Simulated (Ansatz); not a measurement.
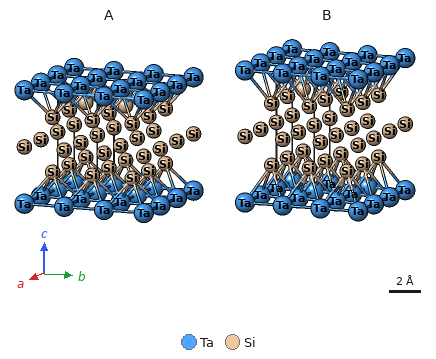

Two geometries of crystalline TaSi₃ (a generated structure, set up in P4/mmm) (coarse preliminary run), drawn at one scale. One is the start of a relaxation, the other its converged end. The picture is a ball-and-stick view of the cell of the calculation, repeated 3 × 3 × 1 with one cell outlined, seen slightly off an axis.

Level of theory: Ansatz 0.2.0, DFT PBE, scalar-relativistic, plane waves, PAW. Set-up: plane-wave cutoff 420 eV; k-point mesh 6 × 6 × 2; occupations gaussian; smearing width 0.1 eV; no spin polarisation; cell and atoms relaxed; force threshold 0.04 eV/Å; at most 70 steps.

Q: Which of the two is the end point?

A: Structure A is the relaxed one. The energy falls by 248 meV per atom in 7 accepted moves (8 points after the start). The largest force component goes from 1.1 to 0.00069 eV/Å. The pressure goes from −2.08 to −0.08 GPa. The SCF was repeated once at an unchanged geometry on a basis and grid sized afresh for the cell, which shifted the energy by 0.4 meV per atom at most. The largest moves relative to the cell, 0.057 Å, are those of Si atoms. Ta stays in place. Cell: a = b 2.671 → 2.819 Å (+5.5 %), c 8.792 → 7.552 Å (−14.1 %). Volume −4.4 %. Some distances before and after: Si–Ta 3.004 → 2.788 Å, Ta–Ta 2.671 → 2.819 Å. Bond angles that change, for instance: Ta–Si–Ta 77.9° → 91.3°. The space group stays P4/mmm (No. 123).

Limits of the set-up: the k-point mesh is coarse for a cell with partly filled bands.
